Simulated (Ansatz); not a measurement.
# Mg₈HO₈ (charge +1): geometry relaxation (part 2 of 2)

Continued. System: Mg₈HO₈ (defect cell, 17 atoms in the cell, total charge +1). Method: DFT PBE, scalar-relativistic, plane waves, PAW, PAW set soft_1, no spin polarisation (Ansatz 0.2.0); cutoff 420 eV, 3×3×3 k-mesh, Gaussian smearing of 0.02 eV. The structure derives from an entry of the Crystallography Open Database. It belongs to a series of runs on one base structure; here: end point A relaxed.

Geometry of the input (Å; fractional positions):
```
0.0000  4.2202  4.2202
4.2202  0.0000  4.2202
4.2202  4.2202  0.0000
Mg 0.0000  0.0000  0.0000
O  0.2500  0.2500  0.2500
Mg 0.0000  -0.0000  0.5000
O  0.2500  0.2500  0.7500
Mg 0.0000  0.5000  -0.0000
O  0.2500  0.7500  0.2500
Mg 0.0000  0.5000  0.5000
O  0.2500  0.7500  0.7500
Mg 0.5000  0.0000  -0.0000
O  0.7500  0.2500  0.2500
Mg 0.5000  0.0000  0.5000
O  0.7500  0.2500  0.7500
Mg 0.5000  0.5000  -0.0000
O  0.7500  0.7500  0.2500
Mg 0.5000  0.5000  0.5000
O  0.7500  0.7500  0.7500
H  0.1372  0.1151  0.1246
```

### Output, continued
```
  k-point 0: bands = ["-64.2358", "-64.2285", "-64.2283", "-64.1421", "-64.1378", "-64.1377", "-63.6174", "-63.5990", "-31.1260", "-31.0566", "-31.0565", "-30.9940", "-30.9770", "-30.9769", "-30.9621", "-30.9620", "-30.9595", "-30.9431", "-30.9230", "-30.9229", "-30.8942", "-30.8937", "-30.8937", "-30.8751", "-30.8751", "-30.8703", "-30.3886", "-30.3806", "-30.3806", "-30.3666", "-30.3645", "-30.3645", "-11.7098", "-8.8813", "-7.9949", "-7.5991", "-7.5917", "-7.5916", "-7.3726", "-7.3725", "0.3054", "3.1265", "3.1265", "3.7208", "3.8418", "3.9683", "3.9683", "5.4716", "6.1766", "6.1766", "6.8539", "6.9202", "6.9203", "6.9892", "7.0016", "7.0016", "7.6268", "7.6269", "7.6867", "7.7406", "7.7407", "8.0704", "8.1233", "8.1233", "12.3353", "14.5925", "15.9402", "16.1162", "16.1163", "16.6218", "17.3365", "17.3367", "17.7459", "17.7464", "18.2543", "19.7414", "20.4250", "20.4251", "20.8661", "20.9645", "21.1545"]
  k-point 1: bands = ["-64.2353", "-64.2290", "-64.2284", "-64.1413", "-64.1386", "-64.1377", "-63.6174", "-63.5990", "-31.1162", "-31.0639", "-31.0541", "-30.9870", "-30.9746", "-30.9736", "-30.9663", "-30.9599", "-30.9525", "-30.9456", "-30.9292", "-30.9246", "-30.8972", "-30.8906", "-30.8897", "-30.8807", "-30.8787", "-30.8738", "-30.3891", "-30.3817", "-30.3809", "-30.3671", "-30.3656", "-30.3648", "-11.6915", "-8.7333", "-8.0242", "-7.8176", "-7.5533", "-7.5487", "-7.4351", "-7.4304", "0.4294", "3.4520", "3.7727", "4.0497", "4.1991", "4.3274", "4.5232", "5.3285", "5.8763", "6.2612", "6.2622", "6.4330", "6.5873", "6.7240", "6.8305", "6.8946", "6.9854", "7.0553", "7.1075", "7.4505", "7.7389", "7.7518", "7.9345", "7.9721", "13.5698", "15.1613", "16.3605", "17.0243", "17.1388", "17.3540", "17.8061", "17.9550", "18.3558", "18.7356", "19.0245", "19.5925", "20.1185", "20.1221", "20.4929", "20.7546", "20.9218"]
  k-point 2: bands = ["-64.2358", "-64.2285", "-64.2283", "-64.1421", "-64.1378", "-64.1377", "-63.6174", "-63.5990", "-31.1236", "-31.0553", "-31.0551", "-30.9855", "-30.9743", "-30.9742", "-30.9642", "-30.9568", "-30.9567", "-30.9421", "-30.9275", "-30.9274", "-30.8984", "-30.8961", "-30.8961", "-30.8770", "-30.8770", "-30.8713", "-30.3900", "-30.3809", "-30.3809", "-30.3678", "-30.3648", "-30.3648", "-11.6890", "-8.7310", "-8.0468", "-7.8184", "-7.5483", "-7.5482", "-7.4311", "-7.4311", "0.6192", "3.4659", "3.4659", "4.1923", "4.2070", "4.2070", "4.4694", "4.9850", "6.1551", "6.2565", "6.2566", "6.5096", "6.5097", "6.7226", "6.8656", "6.8656", "7.0758", "7.0759", "7.1495", "7.4996", "7.7180", "7.7181", "7.9710", "7.9710", "13.8143", "15.4431", "15.9953", "17.1702", "17.1703", "17.4143", "17.9863", "17.9863", "18.3871", "18.6007", "18.6009", "19.4593", "20.0715", "20.0716", "20.4640", "20.7610", "20.8959"]
  k-point 13: bands = ["-64.2349", "-64.2292", "-64.2284", "-64.1405", "-64.1393", "-64.1377", "-63.6174", "-63.5990", "-31.1095", "-31.0684", "-31.0532", "-30.9819", "-30.9737", "-30.9712", "-30.9632", "-30.9597", "-30.9488", "-30.9469", "-30.9395", "-30.9230", "-30.8938", "-30.8927", "-30.8898", "-30.8821", "-30.8808", "-30.8781", "-30.3896", "-30.3818", "-30.3816", "-30.3674", "-30.3658", "-30.3655", "-11.6802", "-8.5873", "-8.0178", "-7.9598", "-7.6465", "-7.5977", "-7.4448", "-7.3802", "0.5434", "3.9174", "4.0578", "4.4032", "4.8095", "4.8354", "5.0044", "5.1020", "5.3780", "5.5519", "5.8579", "5.9093", "6.3403", "6.4311", "6.6848", "6.8734", "6.9770", "7.1710", "7.1873", "7.2454", "7.3131", "7.4376", "7.6390", "7.8418", "14.5925", "16.0496", "16.3267", "17.3698", "17.9036", "18.0762", "18.3987", "18.5918", "18.8160", "19.0508", "19.3974", "19.6412", "19.8684", "20.0167", "20.0992", "20.1815", "20.3982"]
--- Relaxed structure (13 steps of the walk, 12 accepted, 0 SCFs on fresh bases) ---
  F+E_penalty+E_count = -19977.43071971 eV   max|allowed force component| = 1.518e-3 eV/Å
  atoms:
    - { symbol: Mg, position: [-0.018919224915213837, 0.016761869045878047, -0.019649758386926074] }
    - { symbol: O, position: [0.24803170263498067, 0.25357046643283054, 0.24730469587235016] }
    - { symbol: Mg, position: [-0.01892971615993035, 0.01677205639969746, 0.5218968320182226] }
    - { symbol: O, position: [0.2480355185987813, 0.25357186783846836, 0.7511613040044529] }
    - { symbol: Mg, position: [-0.0005705643367635016, 0.5032352545786242, -0.0012951693323727254] }
    - { symbol: O, position: [0.2478890730862482, 0.7578995963535449, 0.2471455854554383] }
    - { symbol: Mg, position: [-0.009868566062955664, 0.5090695579890201, 0.5004409958172611] }
    - { symbol: O, position: [0.2449470260930598, 0.759636589246425, 0.7477456102166139] }
    - { symbol: Mg, position: [0.522647794316185, 0.016791122967765748, -0.019679982651980787] }
    - { symbol: O, position: [0.751877861877605, 0.2535701416297739, 0.24731451952430572] }
    - { symbol: Mg, position: [0.4975633816919786, 0.008871427894528938, 0.49682282631452096] }
    - { symbol: O, position: [0.744443293506477, 0.268258477900149, 0.7436940972433035] }
    - { symbol: Mg, position: [0.5011760108765884, 0.5090742270654647, -0.01060329257980891] }
    - { symbol: O, position: [0.7484788698354392, 0.7596357255966522, 0.2442143557585167] }
    - { symbol: Mg, position: [0.5011753384535558, 0.5090748813384254, 0.5004352966433132] }
    - { symbol: O, position: [0.748480175273175, 0.7596367985955897, 0.7477474730628705] }
    - { symbol: H, position: [0.18069212523079062, -0.04035346087283864, 0.17989491101991884] }
```

### Trajectory as extended XYZ (Å, eV, eV/Å), 6 of the 13 frames kept, from step=1 to step=13
```
17
Lattice="0.0000 4.2202 4.2202 4.2202 0.0000 4.2202 4.2202 4.2202 0.0000" Properties=species:S:1:pos:R:3:forces:R:3 step=1 energy=-19975.40988
Mg    0.0000    0.0000    0.0000   -1.2789  -1.4724  -1.3861
O     2.1101    2.1101    2.1101   -0.5572  -0.4981  -0.5236
Mg    2.1101    2.1101    0.0000    1.4916   1.2962  -1.4171
O     4.2202    4.2202    2.1101    0.4871   0.5446  -0.5083
Mg    2.1101    0.0000    2.1101    1.2888  -1.3007   1.1872
O     4.2202    2.1101    4.2202    0.5932  -0.5889   0.6324
Mg    4.2202    2.1101    2.1101    0.7202  -0.7112  -0.7736
O     6.3303    4.2202    4.2202    0.0039  -0.0042  -0.0023
Mg    0.0000    2.1101    2.1101   -1.6065   1.5926   1.6884
O     2.1101    4.2202    4.2202   -0.4111   0.4140   0.3946
Mg    2.1101    4.2202    2.1101   -0.6957   0.7045  -0.6205
O     4.2202    6.3303    4.2202   -0.0032   0.0029  -0.0056
Mg    2.1101    2.1101    4.2202   -0.7643  -0.6267   0.7114
O     4.2202    4.2202    6.3303   -0.0018  -0.0061   0.0033
Mg    4.2202    4.2202    4.2202    0.6258   0.7633   0.7015
O     6.3303    6.3303    6.3303    0.0060   0.0017   0.0035
H     1.0114    1.1046    1.0644    0.1019  -0.1117  -0.0851
17
Lattice="0.0000 4.2202 4.2202 4.2202 0.0000 4.2202 4.2202 4.2202 0.0000" Properties=species:S:1:pos:R:3:forces:R:3 step=3 energy=-19976.10507
Mg   -0.0469   -0.0623   -0.0551    0.0551   0.0455   0.0628
O     2.0643    2.0739    2.0700   -0.0335  -0.0713  -0.0581
Mg    2.1735    2.1580   -0.0572   -0.0405  -0.0507   0.0569
O     4.2550    4.2645    2.0720    0.0535   0.0138  -0.0419
Mg    2.1593   -0.0502    2.1513   -0.0910   0.0901  -0.0819
O     4.2682    2.0627    4.2743    0.1940  -0.1953   0.1773
Mg    4.2374    2.0927    2.0942    0.0074  -0.0027  -0.0414
O     6.3312    4.2197    4.2173    0.0008  -0.0010   0.0020
Mg   -0.0668    2.1758    2.1833    0.0197  -0.0213  -0.0009
O     2.0840    4.2469    4.2435    0.0706  -0.0739  -0.0536
Mg    2.0903    4.2397    2.0884    0.0402  -0.0360   0.0623
O     4.2256    6.3253    4.2297   -0.0299   0.0292  -0.0335
Mg    2.0925    2.0890    4.2392   -0.0165   0.0443  -0.0156
O     4.2203    4.2267    6.3283   -0.0140  -0.0209   0.0182
Mg    4.2414    4.2379    4.2395   -0.0468   0.0134  -0.0228
O     6.3234    6.3298    6.3275    0.0230   0.0156   0.0206
H     1.0011    1.1168    1.0605   -0.1920   0.2214  -0.0505
17
Lattice="0.0000 4.2202 4.2202 4.2202 0.0000 4.2202 4.2202 4.2202 0.0000" Properties=species:S:1:pos:R:3:forces:R:3 step=6 energy=-19976.57582
Mg   -0.0303   -0.0905   -0.0454    0.0394  -0.1278   0.1311
O     2.0642    2.0707    2.0654    0.2884   0.1202   0.2502
Mg    2.2047    2.1441   -0.0535    0.1488  -0.0299   0.1255
O     4.2510    4.2551    2.0757   -0.1355  -0.3254   0.2656
Mg    2.1323   -0.0260    2.1190   -0.1898   0.1994  -0.0940
O     4.3426    1.9894    4.3510    0.8222  -0.7932   0.9635
Mg    4.2492    2.0805    2.0868   -0.1351   0.1278  -0.1443
O     6.3349    4.2163    4.2149    0.0039   0.0013   0.0081
Mg   -0.0786    2.1844    2.2300    0.1028  -0.1000   0.2094
O     2.1240    4.2058    4.2097    0.2081  -0.2260  -0.0492
Mg    2.1010    4.2285    2.0983    0.1846  -0.1991   0.0549
O     4.2320    6.3190    4.2374    0.0325  -0.0327   0.0469
Mg    2.0942    2.0849    4.2427   -0.1286   0.0082  -0.1293
O     4.2152    4.2224    6.3354    0.0334   0.0385  -0.0026
Mg    4.2441    4.2345    4.2420   -0.0104   0.1192  -0.1239
O     6.3273    6.3342    6.3338   -0.0372  -0.0383  -0.0066
H     0.8460    1.2939    0.9637   -1.2274   1.2575  -1.5054
17
Lattice="0.0000 4.2202 4.2202 4.2202 0.0000 4.2202 4.2202 4.2202 0.0000" Properties=species:S:1:pos:R:3:forces:R:3 step=8 energy=-19976.92481 accepted=F
Mg   -0.0192   -0.1296   -0.0218    0.0675  -0.1033   0.0664
O     2.1001    2.0838    2.0974    0.2389   0.0987   0.2576
Mg    2.2505    2.1371   -0.0353    0.0812  -0.0907   0.1144
O     4.2366    4.2109    2.1131   -0.0571  -0.1699   0.1900
Mg    2.1046    0.0017    2.1045   -0.0001   0.0179  -0.0166
O     4.3672    1.9682    4.3760   -4.7666   4.4475  -5.1799
Mg    4.2505    2.0766    2.0822   -0.0434   0.0253   0.0713
O     6.3475    4.2059    4.2226    0.0196  -0.0223   0.0387
Mg   -0.0585    2.1632    2.2748    0.2166  -0.1921  -0.0371
O     2.1432    4.1838    4.2212    0.0384  -0.0376   0.0365
Mg    2.1312    4.1947    2.1232    0.0126  -0.0334   0.0336
O     4.2501    6.3013    4.2557    0.0278  -0.0288   0.0234
Mg    2.0891    2.0735    4.2472    0.0453   0.0251  -0.0285
O     4.2236    4.2116    6.3512    0.0431  -0.0283   0.0170
Mg    4.2544    4.2362    4.2479   -0.0233  -0.0418  -0.0091
O     6.3387    6.3237    6.3479    0.0299  -0.0435   0.0214
H     0.6444    1.5045    0.6993    4.0696  -3.8228   4.4012
17
Lattice="0.0000 4.2202 4.2202 4.2202 0.0000 4.2202 4.2202 4.2202 0.0000" Properties=species:S:1:pos:R:3:forces:R:3 step=11 energy=-19977.43056
Mg   -0.0113   -0.1627   -0.0089    0.0002   0.0306   0.0021
O     2.1126    2.0897    2.1156    0.0069   0.0060   0.0070
Mg    2.2744    2.1218   -0.0094   -0.0344   0.0001   0.0024
O     4.2405    4.2173    2.1163   -0.0051  -0.0050   0.0053
Mg    2.1186   -0.0085    2.1214   -0.0023   0.0031  -0.0025
O     4.2422    2.0880    4.2441   -0.0267   0.0278  -0.0223
Mg    4.2602    2.0703    2.1055    0.0018  -0.0017   0.0248
O     6.3614    4.1893    4.2391    0.0013  -0.0004  -0.0005
Mg   -0.0127    2.1227    2.2794    0.0018  -0.0012  -0.0377
O     2.1147    4.2159    4.2428    0.0017  -0.0014  -0.0039
Mg    2.1336    4.1967    2.1361    0.0048  -0.0043   0.0041
O     4.2706    6.2805    4.2742    0.0037  -0.0036   0.0028
Mg    2.1031    2.0705    4.2630    0.0238  -0.0026   0.0022
O     4.2364    4.1892    6.3643   -0.0007  -0.0006   0.0015
Mg    4.2601    4.2273    4.2631    0.0020  -0.0238   0.0015
O     6.3614    6.3141    6.3643    0.0011   0.0010   0.0011
H     0.5882    1.5249    0.5959    0.0200  -0.0240   0.0121
17
Lattice="0.0000 4.2202 4.2202 4.2202 0.0000 4.2202 4.2202 4.2202 0.0000" Properties=species:S:1:pos:R:3:forces:R:3 step=13 energy=-19977.43072
Mg   -0.0122   -0.1628   -0.0091   -0.0005  -0.0015  -0.0003
O     2.1138    2.0904    2.1169   -0.0007   0.0001  -0.0002
Mg    2.2733    2.1226   -0.0091    0.0015   0.0007  -0.0005
O     4.2402    4.2168    2.1169    0.0002   0.0009  -0.0001
Mg    2.1183   -0.0079    2.1213    0.0004  -0.0003   0.0007
O     4.2415    2.0891    4.2446   -0.0006   0.0005  -0.0009
Mg    4.2603    2.0703    2.1067    0.0009  -0.0010  -0.0002
O     6.3615    4.1894    4.2395   -0.0002   0.0004  -0.0006
Mg   -0.0122    2.1226    2.2765   -0.0008   0.0008   0.0011
O     2.1138    4.2168    4.2432   -0.0004   0.0006   0.0007
Mg    2.1341    4.1965    2.1373   -0.0007   0.0005  -0.0013
O     4.2706    6.2802    4.2738   -0.0001  -0.0002  -0.0005
Mg    2.1036    2.0703    4.2635   -0.0003  -0.0012   0.0009
O     4.2364    4.1894    6.3645   -0.0005   0.0002   0.0001
Mg    4.2603    4.2270    4.2635    0.0011   0.0002   0.0009
O     6.3615    6.3144    6.3646    0.0000   0.0005   0.0000
H     0.5889    1.5217    0.5923    0.0008  -0.0013   0.0004
```

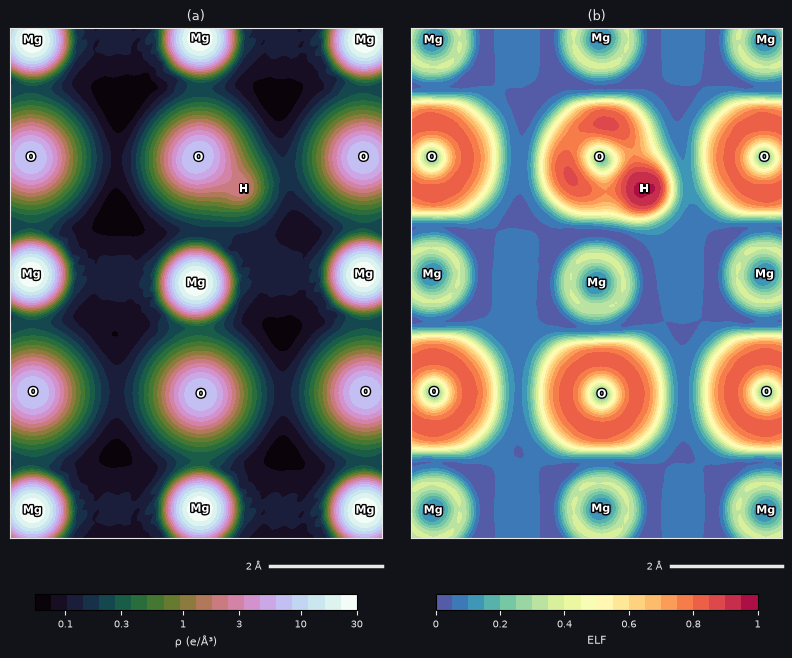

Fig. 1: (a) valence charge density (pseudo); (b) electron localisation function on the (101̄) plane of the calculation cell. The section cuts through Mg, O and H sites. O–H (0.98 Å): the density is about 3.4 e/Å³ at the midpoint; the ELF climbs to about 0.95 towards the hydrogen, as it does in any bond to H; a covalent bond by its length. Mg–O (2.00 Å): ρ at the midpoint is about 0.42 e/Å³; the ELF is about 0.35 at the midpoint. Mg–O (2.05 Å): ρ at the midpoint is about 0.37 e/Å³; the ELF is about 0.35 at the midpoint. Mg–O (2.10 Å): ρ at the midpoint is about 0.33 e/Å³; the ELF is about 0.35 at the midpoint. Mg–O (2.12 Å): ρ at the midpoint is about 0.32 e/Å³; the ELF is about 0.35 at the midpoint. Away from the nuclei the density in this plane falls to 0.06 e/Å³ at its lowest. Core electrons are frozen (PAW), so the fields are smoothed inside the atomic spheres.

### Key numbers

```tsv
quantity	value
outcome	converged
electrons treated	128
free energy	−19977.4307 eV
Fermi energy	10.229 eV
gap on the k-point mesh	4.21 eV
final volume	150.32 Å³
largest force (length of the vector) at the end	0.002 eV/Å
wall time	1.9 min (CPU time 3.7 min)
peak memory	0.53 GiB
```

### Remarks

The cell is charged and computed with a neutralising background, so its energy and pressure depend on the cell and aren't those of a real crystal.
